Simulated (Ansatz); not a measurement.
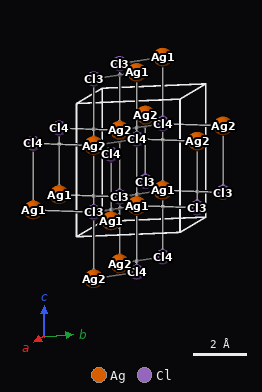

Solid AgCl (built on the h-MgO (five-fold) type), before the relaxation. A ball-and-stick model of the cell of the calculation, repeated 2 × 1 × 1 with one cell outlined, seen slightly off an axis.

The calculation used DFT, PBE, plane waves, PAW in Ansatz.

The input:
```yaml
crystal:
  lattice:
    - [4.0827496856, 0.0, 0.0]
    - [-2.0413748428, 3.535764945, 0.0]
    - [0.0, 0.0, 5.1031659]
  atoms:
    - { symbol: Ag, position: [0.3333333333, 0.6666666667, 0.25] }
    - { symbol: Ag, position: [0.6666666667, 0.3333333333, 0.75] }
    - { symbol: Cl, position: [0.6666666667, 0.3333333333, 0.25] }
    - { symbol: Cl, position: [0.3333333333, 0.6666666667, 0.75] }
kpoints:
  mp_grid: { grid: [6, 6, 4] }
hamiltonian:
  xc: pbe
scf:
  occupations: { method: fermi_dirac, width: 0.02 }
relax:
  f_tol: 0.005
  cell: {}
```

**Predict the outcome.**

No atom moves by more than 0.005 Å relative to the cell. Cell: a = b 4.083 → 4.515 Å (+10.6 %), c 5.103 → 5.975 Å (+17.1 %). Volume +43.2 %. Among the contacts that change: Ag1–Cl4 2.552 → 2.988 Å, Ag1–Cl3 2.357 → 2.607 Å. The space group stays P6_3/mmc (No. 194). Over 9 accepted moves (11 points after the start) the energy falls by 495 meV per atom. All forces vanish by symmetry, so only the cell relaxes. The pressure goes from 29.15 to −0.01 GPa. The SCF was repeated twice at an unchanged geometry on a basis and grid sized afresh for the cell, which shifted the energy by 6.5 meV per atom at most. The run took roughly 50 core-seconds on a shared host.

Final geometry:

```xyz
4
Lattice="4.5153 0.0000 0.0000 -2.2577 3.9104 0.0000 0.0000 0.0000 5.9751" Properties=species:S:1:pos:R:3 pbc="T T T"
Ag    0.0000    2.6069    1.4938
Ag    2.2577    1.3035    4.4813
Cl    2.2577    1.3035    1.4938
Cl    0.0000    2.6069    4.4813
```

After the run, drawn alike:

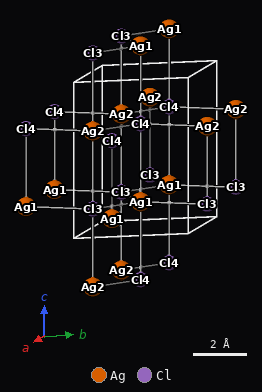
